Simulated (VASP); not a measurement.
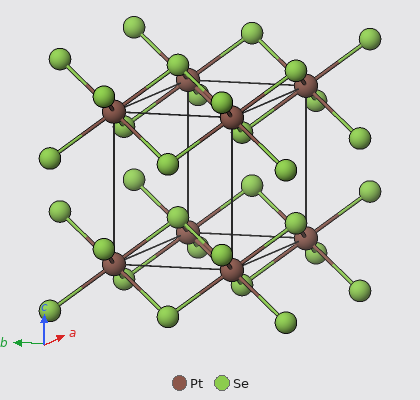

PtSe2, space group P-3m1 (No. 164), a = 3.724 Å, b = 3.724 Å, c = 5.062 Å, α = 90.00°, β = 90.00°, γ = 120.00°. Source: an entry of the Crystallography Open Database, as set up for an electronic-structure calculation. Forms under 0.4 % of the area are left out.

Q: What shape follows from the Bravais–Friedel–Donnay–Harker rule?

A: The forms computed, by share of the surface:

```json
{"form": "{100}", "faces": "6", "d (Å)": "3.225", "share of area (%)": "56.0"}
{"form": "{001}", "faces": "2", "d (Å)": "5.062", "share of area (%)": "44.0"}
```

Widths along a, b and c stand as 1.00 : 1.00 : 0.55.

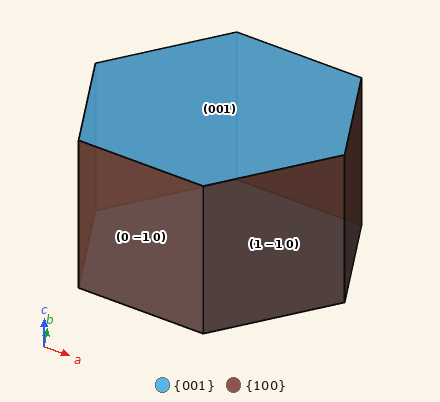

The computed shape, faces indexed. The rule is geometric and ignores bonding and growth conditions.
